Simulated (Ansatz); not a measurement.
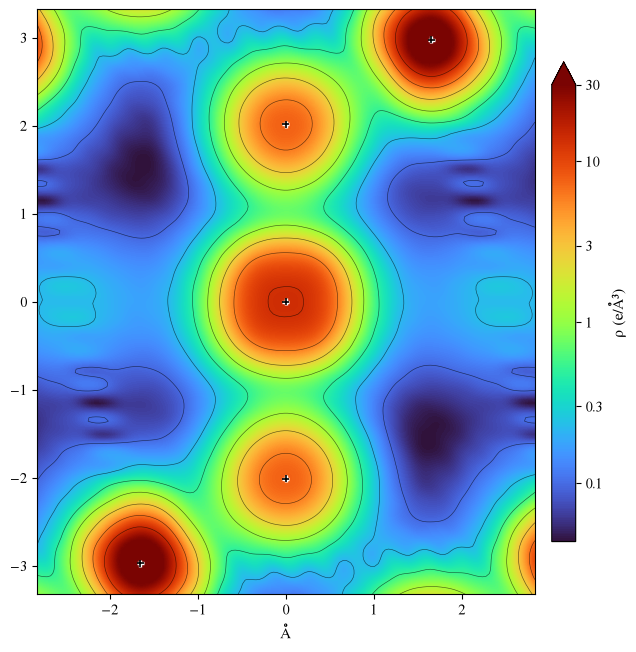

The valence charge density (pseudo) on a plane through atoms (crosses mark nuclei in the plane).

Method: DFT PBE, scalar-relativistic, plane waves, PAW in Ansatz.

Candidates:
A. Ti₅Si, a = 5.05 Å, b = 5.05 Å, c = 13.32 Å, α = 90.00°, β = 90.00°, γ = 120.00°. Space group R32; a structure from a database of computed crystals, not necessarily the ambient phase; computed without spin polarisation.
B. TiO₂, a = 3.80 Å, b = 3.80 Å, c = 9.70 Å, α = 90.00°, β = 90.00°, γ = 90.00°. Space group I4₁/amd; computed without spin polarisation.
C. CoPdO₂, a = 2.86 Å, b = 4.96 Å, c = 6.17 Å, α = 105.53°, β = 90.00°, γ = 90.00°. Space group R-3m; computed without spin polarisation.

Q: Which candidate gave the map?

A: Candidate C: CoPdO₂ on the (100) plane of the calculation cell, which holds Co, Pd and O. Co–O (1.91 Å): ρ at the midpoint is about 0.72 e/Å³. Pd–O (2.01 Å): ρ at the midpoint is about 0.75 e/Å³.
